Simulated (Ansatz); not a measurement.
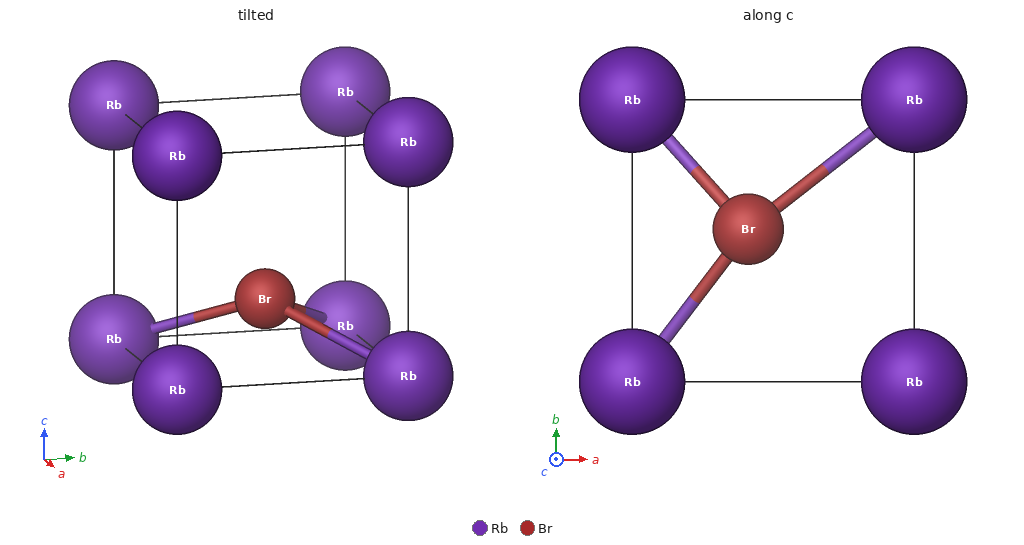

Ball-and-stick representation of a periodic structure, projected slightly off an axis and along the c axis. Atoms at the boundary of the unit cell (the box) are drawn once for each face, edge or corner they touch.

RbBr, a = 4.19 Å, b = 4.19 Å, c = 4.19 Å, α = 90.00°, β = 90.00°, γ = 90.00°.

Computed with DFT PBE, scalar-relativistic, plane waves, PAW (Ansatz). Settings: a cutoff energy of 420 eV, the zone sampled with 6×6×6 points, Gaussian smearing of 0.05 eV, no spin polarisation.

**Is the electronic structure metallic or gapped?**

An insulator at this level, with a gap of 3.96 eV on the k-mesh (the true edges may lie between mesh points, so the gap can be somewhat smaller).

**What is the computed pressure?**

The computed pressure is 6.6 GPa (compressed: it would expand). The stress isn't hydrostatic: its largest component is 9.3 GPa.

The initial geometry was a structure listed in the Materials Project. The cell was then strained or its atoms displaced on purpose. A calculation with Ansatz used it as input.

At this level of theory the cell isn't at rest (compressed, at 7 GPa and forces up to 1.5 eV/Å), so its distances can differ from those at equilibrium, the more so the softer the solid.
